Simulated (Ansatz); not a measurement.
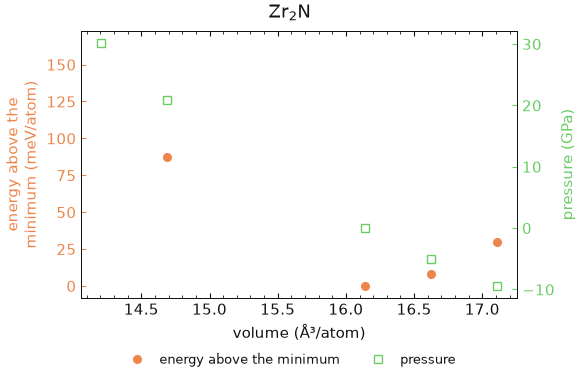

Plotted: energy above the minimum and pressure against volume for Zr₂N, space group P4_2/mnm (No. 136).

Cell as given: a = 5.417 Å, b = 5.417 Å, c = 3.300 Å, α = 90.00°, β = 90.00°, γ = 90.00°; 6 atoms.

Computed with Ansatz 0.2.0: third-order Birch-Murnaghan fit to density functional energies at scaled volumes of the given relaxed cell, shape and atoms relaxed at each volume; energies count from the fitted minimum; plane waves with PAW datasets, Γ-centred k mesh. Level: r2SCAN, no spin polarisation.

wave cutoff 500 eV; k mesh 8×8×10; occupations Gaussian; smearing width 0.1 eV.

The points at volume 15.173 Å³/atom and 15.657 Å³/atom are left out of the plot. What values does the calculation give there?

```tsv
volume (Å³/atom)	energy above the minimum (meV/atom)	pressure (GPa)
15.173	36.9	12.86
15.657	8.8	5.94
```
